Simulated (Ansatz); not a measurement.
```
W
1.0
     2.85459   -2.85459    0.00000
     2.85459    2.85459    0.00000
     0.00000    0.00000    4.03701
W
4
Cartesian
  1.4273 -1.4273 2.0185
  0.0000 0.0000 0.0000
  1.4273 1.4273 2.0185
  2.8546 0.0000 0.0000
```

Space group Fm-3m.

Computed with DFT PBE, scalar-relativistic, plane waves, PAW in Ansatz 0.2.0.

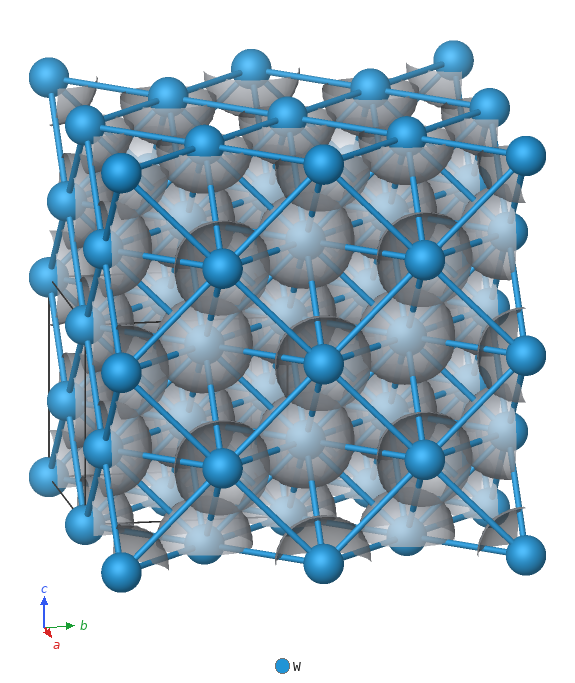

W. Isosurface of the valence pseudo-density at 0.8 e/Å³ (grey), seen slightly off an axis. Sticks mark near contacts.

In a PAW calculation such maps are meaningful between the atoms, not at the nuclei.

What does this surface tell about the bonding?

Answer. At this value the density breaks into separate islands; it holds about 65 % of the electrons treated as valence (semicore included). It bridges none of the near contacts. It is pinched off along the sampled W–W (2.85 Å) contacts. On the grid the lowest density along these lines, outside the cores, is 0.35 e/Å³ (W–W, 2.85 Å).

Does the calculation make it a metal, or give it a gap?

Answer. It is gapless in this calculation (a metal or semimetal).
